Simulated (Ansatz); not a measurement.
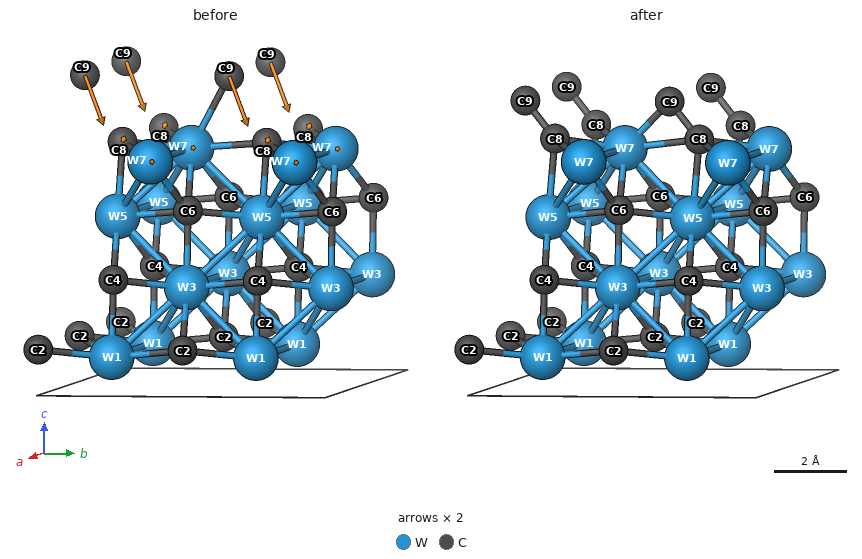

The structure of a slab of composition W₄C₅ (cut from the P-6m2 phase) before (left) and after (right) a constrained relaxation, at one scale. The orange arrows give the displacements, magnified 2 times.

A ball-and-stick model of the 2 × 2 repeat of the cell, outlined in the plane, without the vacuum, seen slightly off an axis.

Case: C put at a bridge C-W site. The slab is the (1 0 1) face of WC with C on it. 4 atoms are held fixed.

Computed with DFT PBEsol, scalar-relativistic, plane waves, PAW (Ansatz).

The input:
```yaml
crystal:
  lattice:
    - [2.898413667, 0.0, 0.0]
    - [-1.4492068335, 3.78100389, 0.0]
    - [0.0, 0.0, 24.9443726624]
  atoms:
    - { symbol: W, position: [0.7203625337, 0.4407250673, 0.3407582189] }
    - { symbol: C, position: [0.0070896226, 0.0141792452, 0.3533005956] }
    - { symbol: W, position: [0.4407250673, 0.8814501347, 0.4160124793] }
    - { symbol: C, position: [0.7274521563, 0.4549043126, 0.428554856] }
    - { symbol: W, position: [0.1607059435, 0.3219466716, 0.4918222017] }
    - { symbol: C, position: [0.4450950931, 0.8910281244, 0.503327095] }
    - { symbol: W, position: [0.8761111186, 0.7529317904, 0.5656420037] }
    - { symbol: C, position: [0.1807008632, 0.3617820852, 0.576867677] }
    - { symbol: C, position: [0.0284059909, 1.0573569378, 0.6498300251] }
basis:
  ecutwfc: 420
kpoints:
  mp_grid: { grid: [11, 8, 1] }
hamiltonian:
  xc: pbesol
scf:
  occupations: { method: gaussian, width: 0.1 }
output:
  forces: true
  eigenvalues: true
  write_density: true
  write_potential: true
  elf: true
  volumetric_format: npy
relax:
  adjacent_minimum: "off"
  f_tol: 0.03
  max_steps: 70
  constraints: [{ sites: [0, 1, 2, 3] }]
efield:
  axis: 3
  dipole_correction: true
  ramp_width: 0.04
```

Launched with:
```bash
ansatz run input.yaml --threads 2 --pin off --max-ram 5120MiB --backend cpu --events-out ev --progress --plain --runs-dir out
```

Q: Describe what moved and what it gained.

A: Over 7 geometry steps the energy falls by 3.227 eV per cell of the calculation. Largest force component: 4.4 eV/Å at the start, 0.0074 eV/Å at the end. C9 moves most: 0.76 Å at 22° to the normal (−c side). Largest moves by element: C 0.76 Å, W 0.07 Å. The cell doesn't change. Some distances before and after: C8–C9 2.153 → 1.365 Å, W7–C9 2.395 → 1.955 Å, W5–C8 2.127 → 2.253 Å, W5–W7 2.854 → 2.920 Å. New bonds form, among them: C8–C9 (2.15 → 1.37 Å). Among the angles between lasting bonds that change: W5–C8–W7 79.0° → 75.3°, W5–C6–W7 81.8° → 84.3°.

Limits of the set-up: the periodic images lie only 2.9 Å apart, so the values are limited by the cell's size.
